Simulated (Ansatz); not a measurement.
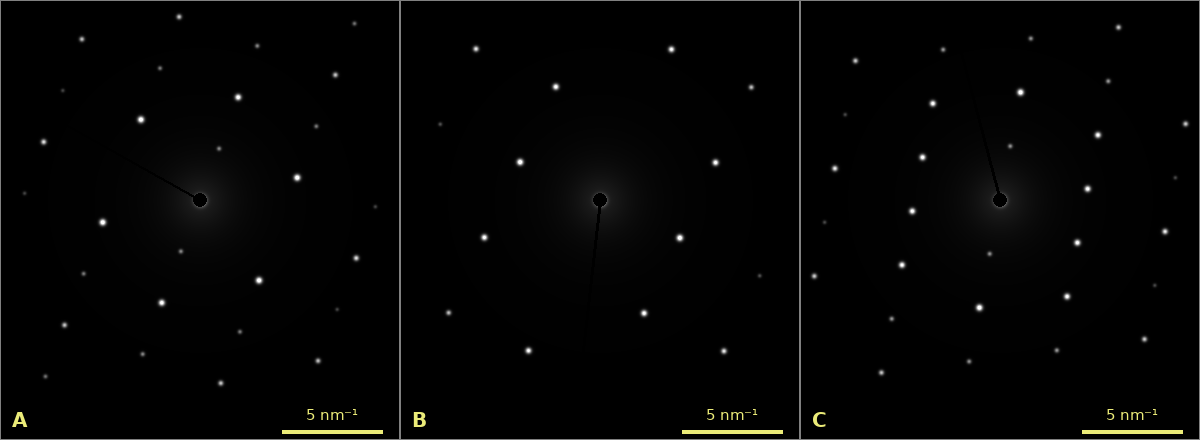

Computed electron diffraction patterns, 200 kV, single scattering only, B = 0.5 Å².

All three come from Co, space group Cmcm (No. 63), a = 2.380 Å, b = 7.299 Å, c = 2.399 Å. Structure: the geometry relaxed with DFT, PBEsol, plane waves (420 eV) with PAW, scalar-relativistic (Ansatz); the starting structure was generated, so it need not be a known form of this composition.

```cif
data_structure
_symmetry_space_group_name_H-M 'Cmcm'
_symmetry_Int_Tables_number 63
_cell_length_a 2.3799
_cell_length_b 7.2986
_cell_length_c 2.3992
_cell_angle_alpha 90.000
_cell_angle_beta 90.000
_cell_angle_gamma 90.000
_cell_volume 41.67
loop_
_atom_site_label
_atom_site_type_symbol
_atom_site_symmetry_multiplicity
_atom_site_Wyckoff_symbol
_atom_site_fract_x
_atom_site_fract_y
_atom_site_fract_z
_atom_site_occupancy
Co1 Co 4 c 0.50000 0.86394 0.75000 1
```

Q: Assign the zone axes [001], [100], [110] to A, B and C.

A: A is [100]: rectangular net of 0 2 0 at d = 3.65 Å and 0 0 1 (itself extinct) at d = 2.40 Å, at 90.0°. B is [110]: rectangular net of 0 0 1 (itself extinct) at d = 2.40 Å and 1 -1 0 at d = 2.26 Å, at 90.0°. C is [001]: centred rectangular net of 0 2 0 at d = 3.65 Å and 1 1 0 at d = 2.26 Å, at 71.9°.
